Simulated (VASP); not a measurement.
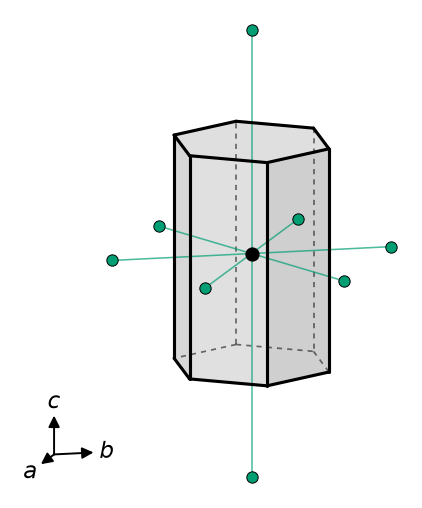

The Wigner–Seitz cell of the crystal's lattice, with lines to the lattice points that define its faces. Crystal: Co, a cell listed in the Materials Project, as set up for an electronic-structure calculation. The drawing is computed from the coordinates (standard cell, symmetry found to 0.002 Å).

a = 2.472 Å, b = 2.472 Å, c = 4.021 Å, α = 90.00°, β = 90.00°, γ = 120.00°; lattice centring P.

Which of Fedorov's five parallelohedra is it?

Answer. A hexagonal prism: 8 faces (6 with 4 edges, 2 with 6 edges), 18 edges, 12 vertices. Its volume is that of the primitive cell, 21.3 Å³.

Which lattice vectors do the faces bisect?

Answer.
```
example  length (Å)  faces  edges of each  area (Å²)
  a + b        2.47      6              4        5.7
      c        4.02      2              6        5.3
```
